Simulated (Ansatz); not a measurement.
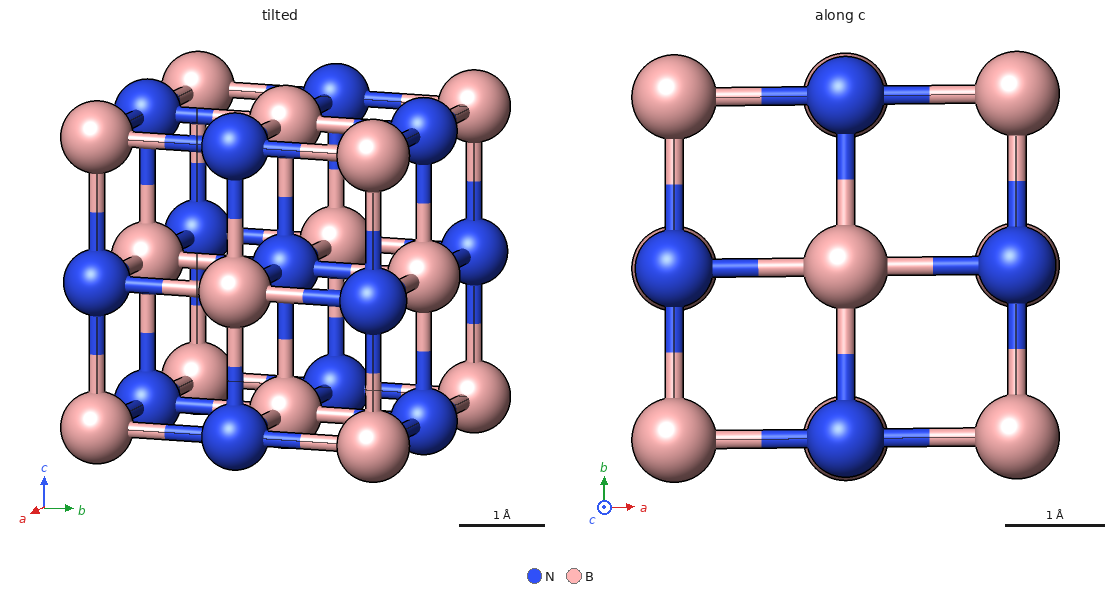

The crystal in a ball-and-stick representation, seen slightly off an axis and along the c axis. One drawn cell (a repeat of the simulation cell) is outlined, and atoms on its boundary appear in each equivalent place.

BN, a = 3.492 Å, b = 3.492 Å, c = 3.492 Å, α = 90.00°, β = 90.00°, γ = 89.43°. Strictly the space group is Immm (No. 71, within 0.01 Å). It is a distorted form of a face-centred cubic structure, space group Fm-3m (No. 225) within 0.25 Å: rock salt (NaCl type). Origin of the cell: a structure type filled with these elements by a generator (whether the compound takes this form wasn't checked). The cell was then strained or its atoms displaced on purpose. It went into a calculation with Ansatz.

This one geometry was computed with Ansatz (DFT, plane waves, PAW) at three levels of theory: HSE06, r2SCAN and PBE. It was relaxed with r2SCAN and then strained.

Q: Which level gives the highest pressure at this volume, and what does that say about its equilibrium volume?

A: Highest: PBE (4.0 GPa), which points to the largest equilibrium volume. Lowest, with the smallest volume: HSE06 (-8.4 GPa). Levels within 0.5 GPa of each other can't be told apart.

Q: How does the band gap change with the level of theory?

A: PBE: a gap of 1.11 eV, indirect; r2SCAN: a gap of 1.25 eV, indirect; HSE06: a gap of 2.09 eV, indirect.

Q: Collect the results in a table.

A:
| level | cutoff (eV) | k-mesh of the run's cell | gap (eV) | pressure (GPa) |
| --- | --- | --- | --- | --- |
| HSE06 | 420 | 8×8×8 | 2.09 | -8.4 |
| r2SCAN | 500 | 12×12×12 | 1.25 | 0.1 |
| PBE | 420 | 12×12×12 | 1.11 | 4.0 |

Gaps are taken on the k-mesh or band path of each run.
